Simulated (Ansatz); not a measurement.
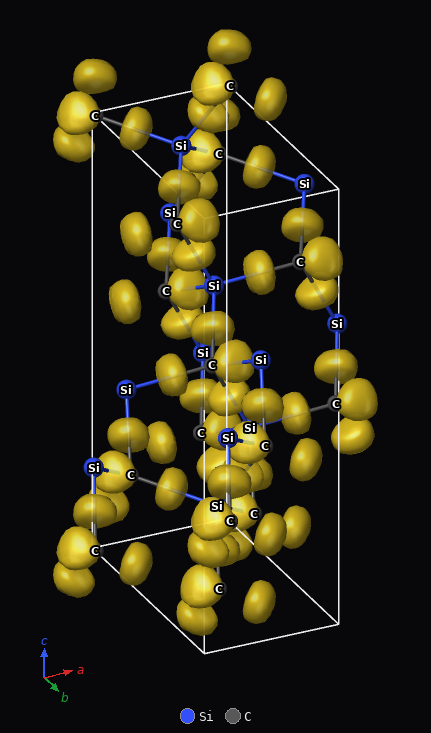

The picture shows: SiC. Isosurface of the electron localisation function at 0.85 (yellow), seen at an oblique angle. Core shells and regions of very low density are left out. Sticks mark near contacts.

Space group Cmc2₁; a structure from a database of computed crystals, not necessarily the ambient phase; not relaxed (largest force 0.6 eV/Å).

All numbers below come from DFT r2SCAN, scalar-relativistic, plane waves, PAW (Ansatz 0.2.0).

Core electrons are frozen (PAW), and the valence fields are smoothed inside the atomic spheres.

The calculation's input:

```
crystal:
  lattice:
    - [3.0775593349, 0.0, 0.0]
    - [-1.5387796674, 2.6652445657, 0.0]
    - [0.0, 0.0, 10.076769142]
  atoms:
    - { symbol: Si, position: [0.6948066734, 0.3896133468, 0.9378376197] }
    - { symbol: Si, position: [0.3051933266, 0.6103866532, 0.4378376197] }
    - { symbol: Si, position: [-0.0125674645, -0.025134929, 0.6878931817] }
    - { symbol: Si, position: [0.0125674645, 0.025134929, 0.1878931817] }
    - { symbol: C, position: [0.658368236, 0.316736472, 0.7498040034] }
    - { symbol: C, position: [0.341631764, 0.683263528, 0.2498040034] }
    - { symbol: C, position: [-0.0278642838, -0.0557285677, 0.5004641952] }
    - { symbol: C, position: [0.0278642838, 0.0557285677, 0.0004641952] }
basis:
  ecutwfc: 500
kpoints:
  mp_grid: { grid: [12, 12, 4] }
hamiltonian:
  xc: r2scan
scf:
  occupations: { method: gaussian, width: 0.05 }
output:
  forces: true
  stress: true
  eigenvalues: true
  write_density: true
  write_potential: true
  elf: true
  volumetric_format: npy
```

Command:

```sh
ansatz run input.yaml --threads 2 --pin off --max-ram 5120MiB --backend cpu --events-out ev --progress --plain --runs-dir out
```

Below, planes, directions and counts refer to the conventional cell (a = 3.08 Å, b = 5.33 Å, c = 10.08 Å, α = 90.00°, β = 90.00°, γ = 90.00°).

> Identify the bonds, lone pairs and shells in this picture.

At this value the surface marks out 32 regions between bonded C–Si atoms (shared pairs), counted in one cell of 16 atoms. Any copies at cell faces, edges or corners count once. Along the contacts the grid gives the following. Si–C (1.86 Å): the ELF peaks at about 0.95 between the atoms, as expected for a shared electron pair. Si–C (1.90 Å): the ELF peaks at about 0.95 between the atoms (a shared electron pair).

> Does the calculation give a band gap?

It is gapped, with a Kohn–Sham gap of 2.4 eV on the k-point mesh, an upper bound to the gap of this method.
